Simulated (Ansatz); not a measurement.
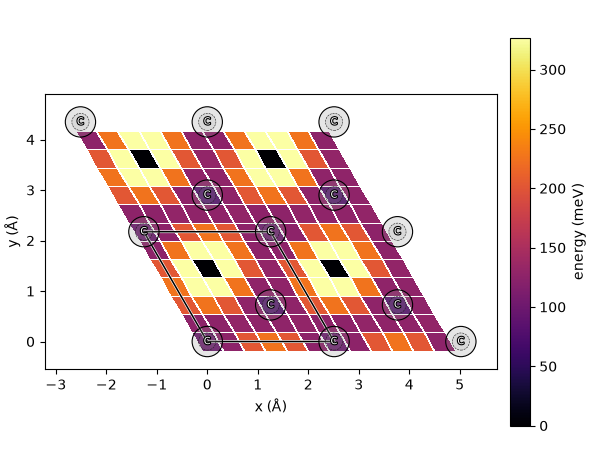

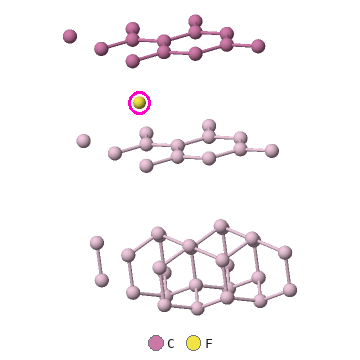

Energy landscape of F on a C(001) slab cut from the P6_3/mmc phase, its upper half relaxed before the scan (32 atoms of substrate and one adsorbate in a 2 × 2 cell). F is moved over the surface cell; relaxed at each place: the height of the adsorbate's atoms; substrate rigid; the origin of the map has the adsorbate above C25. Places are given modulo a cell vector. The map is drawn in real space over the plane of the surface. Grid: 6 × 6 points; 10 points were computed and 26 follow by symmetry. Places are given in fractions of the 1 × 1 surface cell. Energies: meV, counted from the lowest grid point. At some places the adsorbate sinks to or below the level of the top layer. The magnetic moment jumps between some neighbouring points. These are results of Ansatz, DFT PBE, scalar-relativistic, plane waves, PAW, not measurements. Settings: cutoff 420 eV, k-mesh 6×6×1, gaussian smearing 0.05 eV, spin-polarised.

Drawn: one coloured cell a grid point, labelled circles for the atoms of the top layer and small ones for the second layer, the outline of one cell of the 2 × 2 shown. The second picture is the structure at the lowest point; rings mark the moved atoms.

Q: Summarise what can be read from the map.

A: The lowest grid point is at a place at or below the level of the top layer, (2/6, 4/6) of the cell vectors. The highest grid point, (1/6, 3/6) of the cell vectors [nearest 2 C at 2.40 Å], lies 327 meV above the lowest. At the lowest point the adsorbate has 12 C at 2.63 Å as nearest neighbours, at the highest 2 C at 2.40 Å. Its relaxed height above the top atom is −2.19 Å at the lowest and 2.13 Å at the highest point.

Each point was launched as `ansatz run input.yaml --threads 4 --pin off --max-ram 12288MiB --backend cpu --events-out ev --progress --plain --runs-dir out`. The whole map (10 points run) took 57 min on 4 threads of Intel(R) Xeon(R) Platinum 8488C (Sapphire Rapids), with other jobs on the host.

PAW datasets: the set soft_1.
